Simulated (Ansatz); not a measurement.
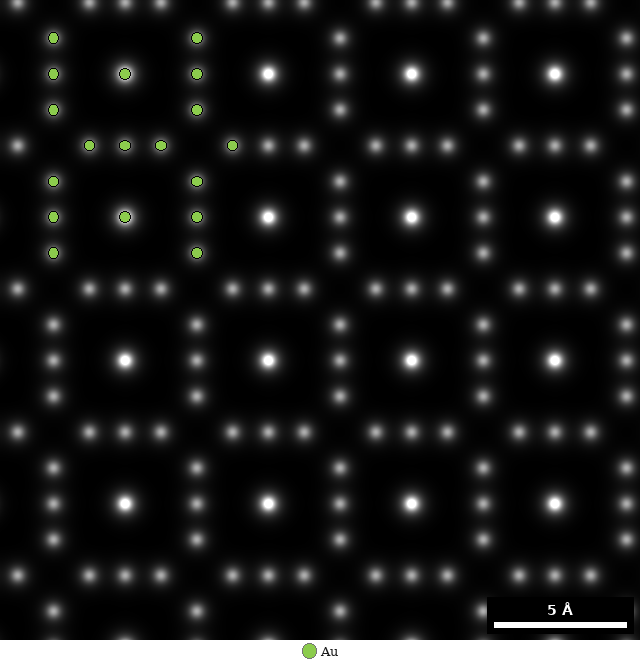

Projected-potential map of Au (Pm-3n, No. 223) along [001]. Computed as the sum of neutral-atom potentials (tabulated electron scattering factors, B = 0.5 Å²) projected along the beam and smoothed by 0.25 Å; brighter is more positive. Atomic positions: a calculation's starting geometry; the starting structure was generated, so it need not be a known form of this composition.

Coloured dots in one corner mark the columns of the model.

Q: Interpret the image.

A: The columns repeat on a square net with a repeat of 5.44 Å (plane group p4mm). The brightest columns hold 2 Au per repeat; in falling brightness follow 1 Au (about 50 %). Brightness is counted from the darkest point of the image. The shortest distance between visible columns is 1.36 Å in projection (between Au columns). Along the beam the structure repeats every 5.44 Å.

Q: What mean inner potential do neutral atoms give for this crystal?

A: About 25 V (the sum of the forward scattering factors over the cell volume; bonding usually lowers the true value).
